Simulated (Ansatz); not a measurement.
**GaS3: density, localisation and related maps**

```yaml
crystal:
  lattice:
    - [7.13327, 0.00000, 0.00000]
    - [-3.56663, 6.17759, 0.00000]
    - [0.00000, 0.00000, 3.35952]
  atoms:
    - { symbol: Ga, position: [0.33333, 0.66667, 0.25000] }
    - { symbol: Ga, position: [0.66667, 0.33333, 0.75000] }
    - { symbol: S, position: [0.81553, 0.63107, 0.25000] }
    - { symbol: S, position: [0.18447, 0.81553, 0.75000] }
    - { symbol: S, position: [0.36893, 0.18447, 0.25000] }
    - { symbol: S, position: [0.18447, 0.36893, 0.75000] }
    - { symbol: S, position: [0.81553, 0.18447, 0.25000] }
    - { symbol: S, position: [0.63107, 0.81553, 0.75000] }
```

Space group P6₃/mmc; started from the Ni3Sn (D0_19)_194 prototype, which need not be the ambient phase.

All numbers below come from Ansatz, DFT PBE, scalar-relativistic, plane waves, PAW.

The density is the valence pseudo-density of a PAW calculation; it isn't the true density close to the nuclei.

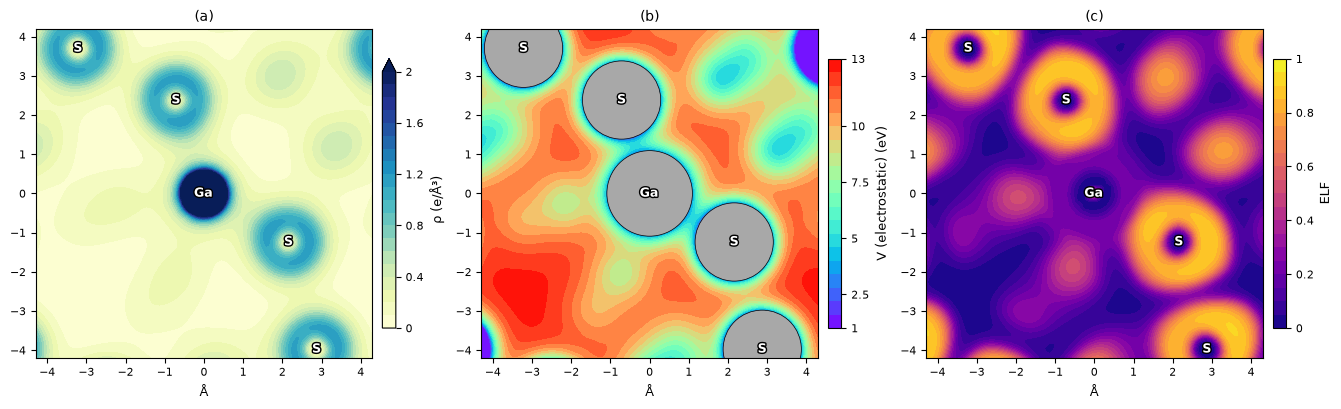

Figure 1. (a) valence charge density (pseudo); (b) electrostatic potential energy of an electron; (c) electron localisation function on the (111) plane of the conventional cell. Grey discs cover the atomic cores in the potential map.

**Interpret the plot.**

The section cuts through Ga and S sites.
Ga–S (2.49 Å): the density is about 0.42 e/Å³ at the midpoint; the ELF peaks at about 0.90 in the valence shell of S, 0.8 Å from its nucleus, and is about 0.60 at the midpoint.
Between the atoms the lowest density in this plane is 0.01 e/Å³.
The ELF also peaks beside S, away from the bonds: lone-pair regions.
Outside the cores the potential energy rises away from the atoms and is highest about 2.3 Å from the nearest atoms; its zero is arbitrary.

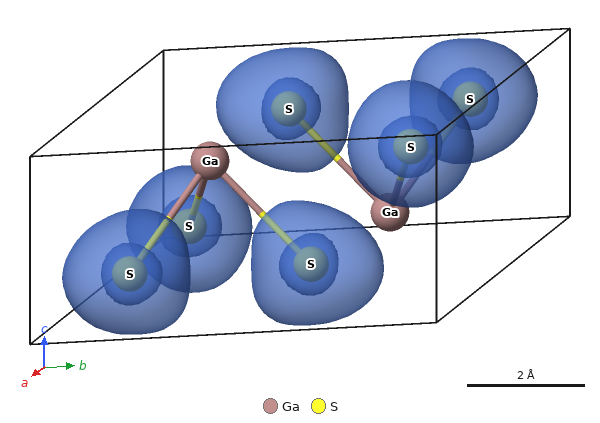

Figure 2. Isosurface of the ELF at 0.7 (blue), seen slightly off an axis. Only the valence region is drawn (cores and ρ < 0.01 e/Å³ removed). Sticks mark near contacts.

**Identify the bonds, lone pairs and shells in this picture.**

At this value the surface marks out six regions wrapped around S (the valence shell of each), counted in one cell of 8 atoms. Regions shared between cells count once.

**Does the calculation make it a metal, or give it a gap?**

It is gapless in this calculation (a metal or semimetal).
